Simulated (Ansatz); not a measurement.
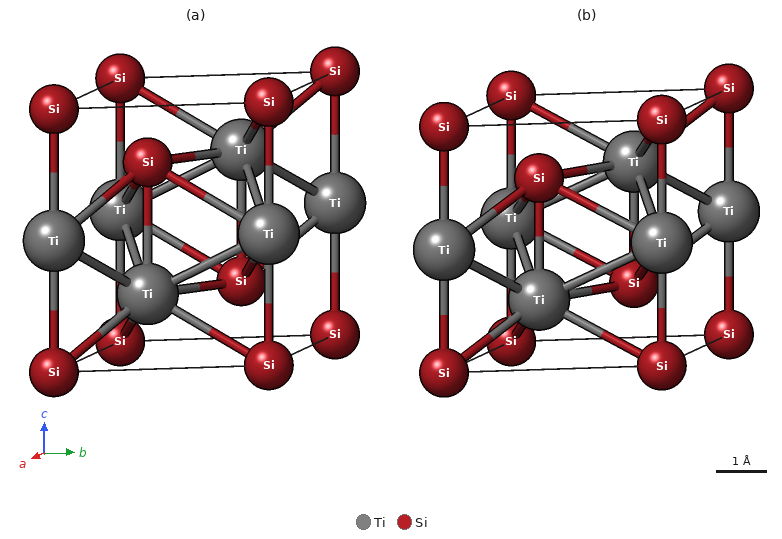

The structure of crystalline TiSi (set up in P-3m1) before (left) and after (right) a relaxation, at one scale.

Style: ball-and-stick. Shown: the cell of the calculation, slightly off an axis.

Case: 3 of 6 Ti sites taken by Si, cell and atoms relaxed.

Theory: Ansatz, DFT r2SCAN, scalar-relativistic, plane waves, PAW. Set-up: plane-wave cutoff 500 eV; k-point mesh 12 × 12 × 8; occupations gaussian; smearing width 0.1 eV; no spin polarisation; cell and atoms relaxed; force threshold 0.015 eV/Å; at most 60 steps.

Summarise the run.

The largest moves relative to the cell, 0.054 Å, are those of Si atoms. By element the largest moves are Si 0.054 Å, Ti 0.023 Å. The volume changes by −4.0 %, with a = b 4.474 → 4.535 Å (+1.3 %), c 5.410 → 5.057 Å (−6.5 %). Among the contacts that change: Si–Ti 2.705 → 2.497 Å, Si–Ti 2.705 → 2.528 Å, Si–Ti 2.705 → 2.559 Å, Si–Ti 2.583 → 2.619 Å. The space group stays P-3m1 (No. 164). The energy falls by 73.9 meV per atom in 4 accepted moves (5 points after the start). The largest force component goes from 0.48 to 0.0052 eV/Å. Pressure: −6.13 GPa at the start and −0.04 GPa at the end. At 1 point the geometry stayed and the basis and grid were re-selected for the new cell (energy shift of 0.2 meV per atom at most each time).
